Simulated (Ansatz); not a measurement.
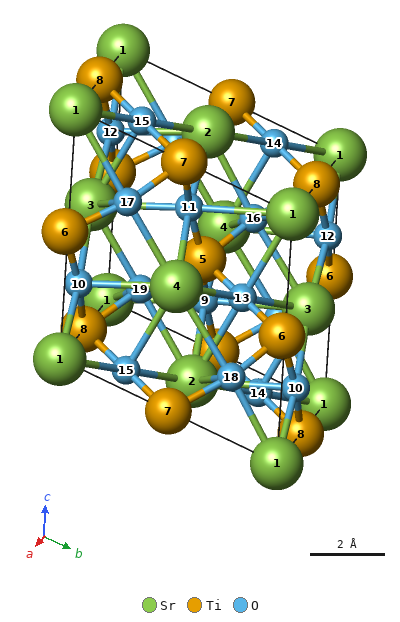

The structure as given in the input (ball-and-stick view of the cell of the calculation, seen slightly off an axis; atoms are numbered from 1 in the order of the input).

**Single-point calculation of Sr$_{4}$Ti$_{4}$O$_{11}$ (charge +3) (part 1 of 2)**

Sr$_{4}$Ti$_{4}$O$_{11}$ (defect cell, 19 atoms in the cell, total charge +3), computed with DFT, PBE, plane waves, PAW, spin-polarised (Ansatz 0.2.0).

The structure derives from a Materials Project entry. Figures and captions count atoms from 1; the log counts them from 0 in places.

Input:
```yaml
crystal:
  lattice:
    - [-3.9364226094, 3.9364226094, 3.9364226094]
    - [3.9364226094, -3.9364226094, 3.9364226094]
    - [3.9364226094, 3.9364226094, -3.9364226094]
  atoms:
    - { symbol: Sr, position: [-0.0006841079, -0.0006841079, -0.0013682158], spin: 0.2 }
    - { symbol: Sr, position: [0.5006841079, 0.5006841079, 0.0013682158], spin: 0.2 }
    - { symbol: Sr, position: [0.5006841079, -0.0006841079, 0.5], spin: 0.2 }
    - { symbol: Sr, position: [-0.0006841079, 0.5006841079, 0.5], spin: 0.2 }
    - { symbol: Ti, position: [0.5166314783, 0.5166314783, 0.5], spin: 0.2 }
    - { symbol: Ti, position: [-0.0166314783, -0.0166314783, 0.5], spin: 0.2 }
    - { symbol: Ti, position: [0.0, 0.5, 0.0], spin: 0.2 }
    - { symbol: Ti, position: [0.5, 0.0, 0.0], spin: 0.2 }
    - { symbol: O, position: [0.2380841942, 0.4816847366, 0.2563994577], spin: 0.2 }
    - { symbol: O, position: [0.7747147211, 0.0183152634, 0.2563994577], spin: 0.2 }
    - { symbol: O, position: [0.7252852789, 0.4816847366, 0.7436005423], spin: 0.2 }
    - { symbol: O, position: [0.2619158058, 0.0183152634, 0.7436005423], spin: 0.2 }
    - { symbol: O, position: [0.75, 0.75, 0.5], spin: 0.2 }
    - { symbol: O, position: [0.25, 0.75, 0.0], spin: 0.2 }
    - { symbol: O, position: [0.75, 0.25, 0.0], spin: 0.2 }
    - { symbol: O, position: [0.4816847366, 0.7252852789, 0.7436005423], spin: 0.2 }
    - { symbol: O, position: [0.0183152634, 0.2619158058, 0.7436005423], spin: 0.2 }
    - { symbol: O, position: [0.0183152634, 0.7747147211, 0.2563994577], spin: 0.2 }
    - { symbol: O, position: [0.4816847366, 0.2380841942, 0.2563994577], spin: 0.2 }
total_charge: 3
basis:
  ecutwfc: 420
  xc_grid: 2
kpoints:
  mp_grid: { grid: [3, 3, 3], shift: [0.0, 0.0, 0.0] }
hamiltonian:
  xc: pbe
scf:
  occupations: { method: gaussian, width: 0.02 }
output:
  forces: true
  eigenvalues: true
magnetization:
  spin_polarized: true
```

Hardware: 8 threads of AMD EPYC (Zen 3), 189 GiB of memory available, shared host.

Run as:
```bash
ansatz run input.yaml --threads 8 --pin off --max-ram 20480MiB --backend cpu --events-out ev --progress --plain --runs-dir out
```

What the program printed:
```
Engine: ansatz 0.2.0, x86_64-unknown-linux-gnu
Pseudopotentials: kind: paw
Pseudopotential: Sr, paw, valence charge 10, recommended cutoff 420 eV (normal), Sr.paw.azcp
Pseudopotential: Ti, paw, valence charge 12, recommended cutoff 420 eV (normal), Ti.paw.azcp
Pseudopotential: O, paw, valence charge 6, recommended cutoff 420 eV (normal), O.paw.azcp
Functional definition: PBE
  parameter kappa = 0.804
  parameter beta = 0.06672455060314922
  exchange = pbe_x(kappa = kappa, mu = beta*pi^2/3)
  correlation = pbe_c(beta = beta)
Crystal: 19 atoms, lattice volume = 243.986 Å³
Basis set: ecut = 420 eV, 4753 PW (Γ), exchange–correlation on 96×96×96 points (8 copies of the dense FFT grid, shifted against one another)
Bands: 97, of which v1, the nominal top of the filled ones, is band 76 counted from 1 (75 counted from 0)
Symmetry: 16 space group operations
Space group: I4/mmm (ITA 139), of the structure as read, at distance tolerance 6.2e-5 Å
Magnetic group: BNS 139.531 (UNI 1191), of the structure as read, at distance tolerance 6.2e-5 Å
k-points: 6 of 27
Non-local potential: Sr, projectors of the file, l = 0: 3, l = 1: 2, l = 2: 2
Non-local potential: Ti, projectors of the file, l = 0: 3, l = 1: 2, l = 2: 3, l = 3: 1
Non-local potential: O, projectors of the file, l = 0: 2, l = 1: 2, l = 2: 1
PAW form: soft (Blöchl's): semilocal exchange-correlation on the pseudo side does not see the compensation charge
PAW one-centre angular grid: Sr, 110 points (default); XC on 64 Gauss nodes
PAW one-centre angular grid: Ti, 590 points (default); XC on 64 Gauss nodes
PAW one-centre angular grid: O, 110 points (default); XC on 64 Gauss nodes
Initial density: superposition of atomic densities (chi_scale 0.1, normalization cell, long waves kept (reshape's long-wave potential 0.02 eV rms))
Starting moments: Σ|m| = 3.8 μB on 19 of 19 sites
Initial wavefunctions: pseudopotential atomic-orbital guess
Functional: x = pbe(κ = 0.804, μ = 0.2195149727645171), c = pbe(β = 0.06672455060314922)
SCF iter   1: F=—  HF=-30464.363833 eV  |F-HF|=—  |Δ(HF+E_count)|=         —  Δρ=4.13e-2 (↑3.16e-2 ↓4.13e-2)  dr2=1.31e1  dr2_m=2.93e-1  M=0.768 μB ∫|m|=1.062 μB  β_m=0.30  ethr=3.10e-3  ⟨swp⟩=6.3  Hψ=5016  notcnv=0  defer=17
Mixer restart at iter 1: flushing history
preconditioner: auto → Resta (q_TF=auto, 2.519 Å⁻¹)  ε∞=5.1  [insulator: Δε(μ)=0.025 eV  Ē_g=12.321 eV  σ=0.020 eV  W_gap=0.56  n_scr=54 (ndim 8)  ℏωp=25.0 eV  f_vac=0.000  D(μ)=6.65/eV (n_scr^D=42)  ε∞_Penn≈5.1]
spin=Collinear: Resta preconditioning applied to the charge; magnetization (m = ρ↑ − ρ↓) channel mixes plain (no charge-response kernel on spin).
SCF iter   2: F=—  HF=-30468.674858 eV  |F-HF|=—  |Δ(HF+E_count)|=    4.31e0  Δρ=2.61e-2 (↑1.80e-2 ↓2.61e-2)  dr2=5.00e0  dr2_m=1.50e-1  M=0.718 μB ∫|m|=0.968 μB  β_m=0.49  ethr=3.10e-3  ⟨swp⟩=4.0  Hψ=2316  notcnv=0  defer=200
SCF iter   3: F=—  HF=-30478.098080 eV  |F-HF|=—  |Δ(HF+E_count)|=    9.42e0  Δρ=1.06e-2 (↑9.35e-3 ↓1.06e-2)  dr2=1.21e0  dr2_m=1.50e-2  M=0.721 μB ∫|m|=0.931 μB  β_m=0.74  ethr=3.10e-3  ⟨swp⟩=2.6  Hψ=2085  notcnv=0  defer=200
SCF iter   4: F=—  HF=-30479.854100 eV  |F-HF|=—  |Δ(HF+E_count)|=    1.76e0  Δρ=3.59e-3 (↑3.59e-3 ↓3.47e-3)  dr2=1.92e-1  dr2_m=1.94e-4  M=0.768 μB ∫|m|=0.982 μB  β_m=0.87  ethr=8.02e-4  ⟨swp⟩=3.0  Hψ=2150  notcnv=0  defer=198
SCF iter   5: F=—  HF=-30479.863684 eV  |F-HF|=—  |Δ(HF+E_count)|=   9.58e-3  Δρ=1.43e-3 (↑1.43e-3 ↓1.38e-3)  dr2=2.06e-2  dr2_m=9.44e-6  M=0.774 μB ∫|m|=1.000 μB  β_m=0.89  ethr=1.27e-4  ⟨swp⟩=3.0  Hψ=1942  notcnv=0  defer=198
SCF iter   6: F=—  HF=-30479.878100 eV  |F-HF|=—  |Δ(HF+E_count)|=   1.44e-2  Δρ=7.37e-4 (↑7.04e-4 ↓7.37e-4)  dr2=7.10e-3  dr2_m=1.23e-6  M=0.773 μB ∫|m|=0.999 μB  β_m=0.94  ethr=1.36e-5  ⟨swp⟩=2.0  Hψ=1732  notcnv=0  defer=198
SCF iter   7: F=—  HF=-30479.879364 eV  |F-HF|=—  |Δ(HF+E_count)|=   1.26e-3  Δρ=2.21e-4 (↑2.21e-4 ↓2.15e-4)  dr2=5.60e-4  dr2_m=2.05e-6  M=0.772 μB ∫|m|=0.995 μB  β_m=0.97  ethr=4.70e-6  ⟨swp⟩=2.5  Hψ=2136  notcnv=0  defer=198
SCF iter   8: F=—  HF=-30479.879631 eV  |F-HF|=—  |Δ(HF+E_count)|=   2.67e-4  Δρ=1.15e-4 (↑1.14e-4 ↓1.15e-4)  dr2=1.48e-4  dr2_m=5.43e-8  M=0.772 μB ∫|m|=0.997 μB  β_m=0.97  ethr=3.71e-7  ⟨swp⟩=2.0  Hψ=1591  notcnv=0  defer=198
SCF iter   9: F=—  HF=-30479.879653 eV  |F-HF|=—  |Δ(HF+E_count)|=   2.14e-5  Δρ=4.10e-5 (↑4.10e-5 ↓4.10e-5)  dr2=1.35e-5  dr2_m=1.69e-8  M=0.772 μB ∫|m|=0.997 μB  β_m=0.91  ethr=9.81e-8  ⟨swp⟩=2.0  Hψ=1861  notcnv=0  defer=198
SCF iter  10: F=—  HF=-30479.879719 eV  |F-HF|=—  |Δ(HF+E_count)|=   6.66e-5  Δρ=6.85e-6 (↑6.85e-6 ↓5.54e-6)  dr2=3.51e-7  dr2_m=3.97e-9  M=0.772 μB ∫|m|=0.997 μB  β_m=0.96  ethr=8.95e-9  ⟨swp⟩=2.0  Hψ=1817  notcnv=0  defer=198
SCF iter  11: F=—  HF=-30479.879720 eV  |F-HF|=—  |Δ(HF+E_count)|=   3.89e-7  Δρ=3.87e-6 (↑3.65e-6 ↓3.87e-6)  dr2=1.36e-7  dr2_m=4.15e-10  M=0.772 μB ∫|m|=0.997 μB  β_m=0.86  ethr=2.32e-10  ⟨swp⟩=2.0  Hψ=2019  notcnv=0  defer=198
SCF iter  12: F=—  HF=-30479.879720 eV  |F-HF|=—  |Δ(HF+E_count)|=   3.15e-8  Δρ=1.16e-6 (↑9.45e-7 ↓1.16e-6)  dr2=1.19e-8  dr2_m=6.54e-11  M=0.772 μB ∫|m|=0.997 μB  β_m=0.89  ethr=9.04e-11  ⟨swp⟩=2.0  Hψ=2013  notcnv=0  defer=198
SCF iter  13: F=-30479.879720 eV  HF=-30479.879720 eV  |F-HF|=1.01e-9  |Δ(HF+E_count)|=   7.15e-9  Δρ=5.24e-7 (↑3.67e-7 ↓5.24e-7)  dr2=1.94e-9  dr2_m=5.40e-11  M=0.772 μB ∫|m|=0.997 μB  ethr=7.86e-12  ⟨swp⟩=10.2  Hψ=6230  notcnv=0
SCF 1 converged in 13 iterations: F = -30479.879720 eV  dr2 = 1.94e-9
  greatest PAW one-centre occupation: 0.999 electrons in one spin orbital (limit 2), on the Ti atom at site 7 (counted from 0), in its partial waves of l = 0
```

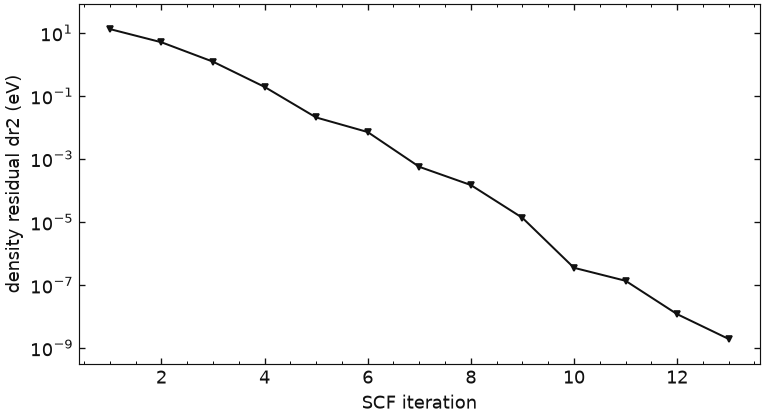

Convergence of the self-consistent field: density residual dr2 against the SCF iteration. The residual falls at every step.

```
SCF converged after 13 iterations
Magnetization: 0.7722 μB (75.8861 up, 75.1139 down)
Absolute magnetization: 0.9969 μB (∫|ρ↑−ρ↓|, with the PAW one-centre terms)
Spin contamination: 0.0025 ħ² per cell (⟨S²⟩ above its minimum at these occupations)
Per-site moments (μB) at R_I (Å): [(-0.0005433090540813972, 1.1087918513518777), (-0.0005433090540812822, 1.1087918513518777), (-0.0005433090540813423, 1.1087918513518777), (-0.0005433090540813234, 1.1087918513518777), (-0.01325919167830783, 0.757875628242261), (-0.013259191678307929, 0.7578756282422614), (-0.01636307152819795, 0.8118871631887501), (-0.016363071528198034, 0.8118871631887501), (0.0824003697802941, 0.799203835849286), (0.08240036978029396, 0.799203835849286), (0.08240036978029402, 0.7992038358492862), (0.08240036978029411, 0.799203835849286), (0.011282066040319793, 0.757875628242261), (0.05198548383677181, 0.8118871631887501), (0.051985483836771935, 0.8118871631887501), (0.08240036978029408, 0.7992038358492862), (0.08240036978029411, 0.799203835849286), (0.08240036978029401, 0.799203835849286), (0.08240036978029404, 0.799203835849286)]
Free energy (F): -30479.879720 eV
Harris-Foulkes:  -30479.879720 eV  (|F-HF|=1.01e-9)
Internal energy: -30479.878015 eV  (E = F + TS)
E sigma→0 (E₀):  -30479.878867 eV
Entropy (-TS):   -0.001704 eV (-0.090 meV/atom)
Fermi energy:    8.895637 eV
--- Per-component energies (eV) ---
  E_band       = -968.559554
  E_kinetic    = 3949.907672
  E_local      = -9690.590542  (includes V_loc(G=0)·N_el)
  E_nonlocal   = 1335.188142
  E_hartree    = 3399.171212
  E_xc         = -1878.092111
  E_vxc        = -2149.989003  (∫ρ·V_xc dr)
  E_paw        = -16688.589213  (= ΣΔE_a)
  E_vpaw       = -1211.446260  (= ΣTr[D̂ρ^β])
  E_aug_tail   = 0.027180  (compensation charges beyond the density's cutoff)
  E_ewald      = -10906.900355
  E_smearing   = -0.001704  (= −TS)
  E_closure    = 0.000000  (closes the sum)
  E_deformation_potential = 59.135259  (in the stress; not in F)
  Σ components = -30479.879720   (vs F -30479.879720, Δ=0.00e0)
```
